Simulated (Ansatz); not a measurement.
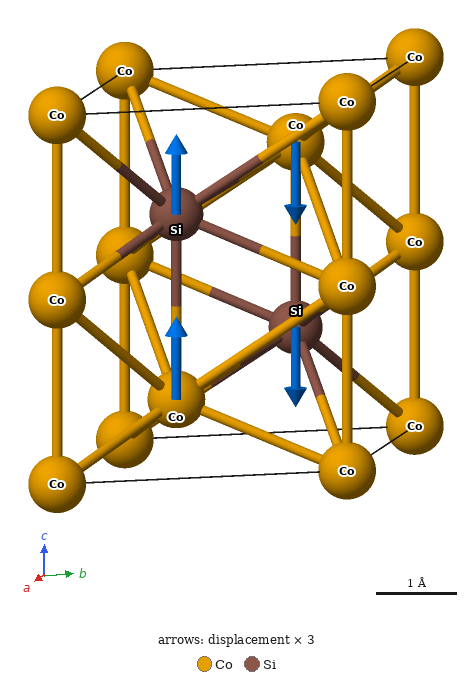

A relaxation of crystalline Co2Si (a generated structure, set up in P-3m1) (coarse preliminary run). The starting structure is drawn; blue arrows show the displacements (the part carried along by the change of the cell is left out), 3 times their true length.

A ball-and-stick model of the cell of the calculation, seen slightly off an axis.

Case: Fe → Co on all its sites, cell and atoms relaxed.

All numbers below come from Ansatz 0.2.0, DFT PBEsol, scalar-relativistic, plane waves, PAW.

The input:
```yaml
crystal:
  lattice:
    - [3.800156534, 0.0, 0.0]
    - [-1.900078267, 3.2910320968, 0.0]
    - [0.0, 0.0, 4.6735327132]
  atoms:
    - { symbol: Co, position: [0.0, 0.0, 0.0], spin: 1.05 }
    - { symbol: Co, position: [0.0, 0.0, 0.5], spin: 0.84 }
    - { symbol: Co, position: [0.3333333333, 0.6666666667, 0.8226993555], spin: 0.85 }
    - { symbol: Co, position: [0.6666666667, 0.3333333333, 0.1773006445], spin: 0.85 }
    - { symbol: Si, position: [0.3333333333, 0.6666666667, 0.3202885719] }
    - { symbol: Si, position: [0.6666666667, 0.3333333333, 0.6797114281] }
basis:
  ecutwfc: 420
kpoints:
  mp_grid: { grid: [6, 6, 4] }
hamiltonian:
  xc: pbesol
scf:
  occupations: { method: gaussian, width: 0.1 }
output:
  forces: true
  stress: true
  eigenvalues: true
  populations: true
magnetization:
  spin_polarized: true
relax:
  adjacent_minimum: "off"
  f_tol: 0.05
  max_steps: 60
  cell: { stress_tol: 0.5 }
```

Command:
```bash
ansatz run input.yaml --threads 1 --pin off --max-ram 2560MiB --backend cpu --events-out ev --progress --plain --runs-dir out
```

Describe the change and its energy.

The largest moves relative to the cell, 0.35 Å, are those of Co3 and Co4. Co4 goes along +c. Largest moves by element: Co 0.35 Å, Si 0.34 Å. The drawn cell changes as follows: a = b 3.800 → 3.846 Å (+1.2 %), c 4.674 → 4.827 Å (+3.3 %); the volume changes by +5.8 %. Among the contacts that change: Si5–Si6 2.763 → 3.279 Å, Co1–Co3 2.345 → 2.527 Å, Co2–Si5 2.349 → 2.527 Å, Co2–Co3 2.662 → 2.527 Å. The space group (tolerance 0.01 Å) goes from P-3m1 (No. 164) to P6_3/mmc (No. 194). The energy falls by 83.6 meV per atom in 6 accepted moves (7 points after the start). Largest force component: 0.73 eV/Å at the start, 0.00096 eV/Å at the end. The pressure goes from 17.05 to 0.27 GPa. The SCF was repeated once at an unchanged geometry on a basis and grid sized afresh for the cell, which shifted the energy by 0.8 meV per atom at most. The program noted that the starting moments weren't kept. Cost: 100 s on 1 thread of Arm Neoverse V2, with other jobs on the host, peak memory 0.44 GiB.
